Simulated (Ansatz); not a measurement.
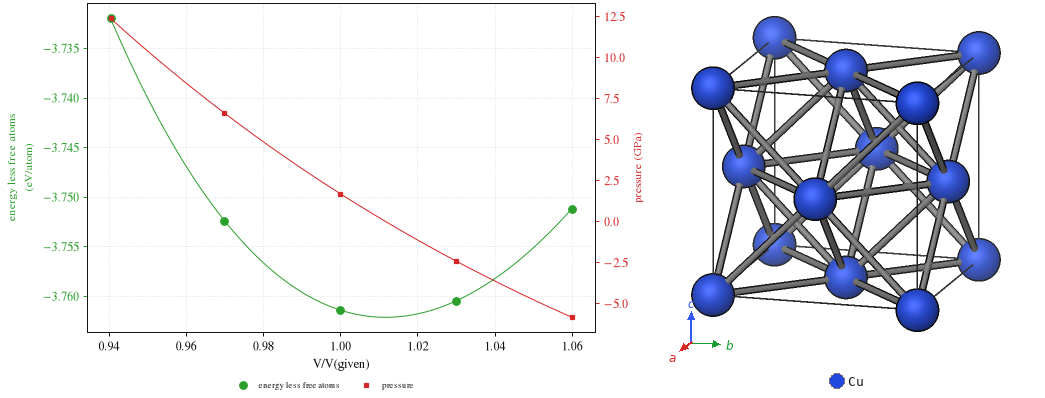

The figure shows the energy less free atoms and pressure against V/V(given) for Cu, space group Fm-3m (No. 225). The conventional cell is drawn beside the plot.

Cell as given: a = 2.556 Å, b = 2.556 Å, c = 2.556 Å, α = 60.00°, β = 60.00°, γ = 60.00°; 1 atom.

Calculation (Ansatz 0.2.0): periodic Kohn-Sham DFT of a crystal at fixed atoms, scaled to the stated factor times the given cell; pressure positive in compression, energy less spherical unpolarised free atoms. Level: PBE.

```
           setting              value
            method  all-electron LAPW
        relativity             scalar
            k mesh           19×19×19
       occupations        Fermi–Dirac
    smearing width            0.08 eV
basis error target    0.25 (meV/atom)
           nucleus           Gaussian
```

V(given) is 11.81 Å³/atom.

Q: Give the fitted equation-of-state parameters.

A: A third-order Birch–Murnaghan fit gives V0 = 11.95 Å³/atom, B0 = 141 GPa and B′ = 4.8.

Q: How does the pressure vary with V/V(given)?

A: It falls from 12.4 GPa at V/V(given) 0.941 to −5.8 GPa at 1.060, and changes sign near 1.012.
